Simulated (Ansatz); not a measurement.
Consider SnO2.

Input file:

```
crystal:
  lattice:
    - [-2.0263479899, 2.0263479899, 5.1777707813]
    - [2.0263479899, -2.0263479899, 5.1777707813]
    - [2.0263479899, 2.0263479899, -5.1777707813]
  atoms:
    - { symbol: Sn, position: [0.0, 0.0, 0.0] }
    - { symbol: Sn, position: [0.75, 0.25, 0.5] }
    - { symbol: O, position: [0.9525785384, 0.4525785384, 0.5] }
    - { symbol: O, position: [0.2025785384, 0.2025785384, 0.0] }
    - { symbol: O, position: [0.5474214616, 0.0474214616, 0.5] }
    - { symbol: O, position: [0.7974214616, 0.7974214616, 0.0] }
basis:
  ecutwfc: 420
kpoints:
  mp_grid: { grid: [10, 10, 10] }
hamiltonian:
  xc: pbe
scf:
  occupations: { method: gaussian, width: 0.02 }
output:
  forces: true
  stress: true
  eigenvalues: true
  write_density: true
  write_potential: true
  elf: true
  volumetric_format: npy
relax:
  adjacent_minimum: "off"
  f_tol: 0.01
  max_steps: 60
  cell: { stress_tol: 0.1 }
```

Run with:

```sh
ansatz run input.yaml --threads 1 --pin off --max-ram 2560MiB --backend cpu --events-out ev --progress --plain --runs-dir out
```

Below, planes, directions and counts refer to the conventional cell (a = 4.05 Å, b = 4.05 Å, c = 10.36 Å, α = 90.00°, β = 90.00°, γ = 90.00°).

The fields are those of the run's last geometry, not of the input's.

Space group I4₁/amd.

All numbers below come from Ansatz 0.2.0, DFT PBE, scalar-relativistic, plane waves, PAW.

What will maps of the valence pseudo-density and electron localisation function show?

Answer. Sn–O (2.10 Å): ρ at the midpoint is about 0.63 e/Å³; the ELF peaks at about 0.80 in the valence shell of O, 0.6 Å from its nucleus, and is about 0.25 at the midpoint: no shared electron pair shows on this line.

Metal or insulator at this level of theory?

Answer. It is gapped, with a Kohn–Sham gap of 1.3 eV on the k-point mesh (the band edges may lie off the mesh, which would make the gap smaller).

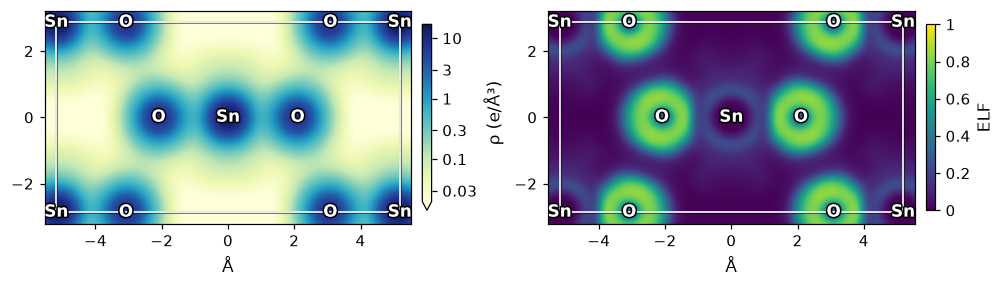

Computed valence pseudo-density and electron localisation function on the (110) plane of the conventional cell, in this order. 

The density is the valence pseudo-density of a PAW calculation; it isn't the true density close to the nuclei.
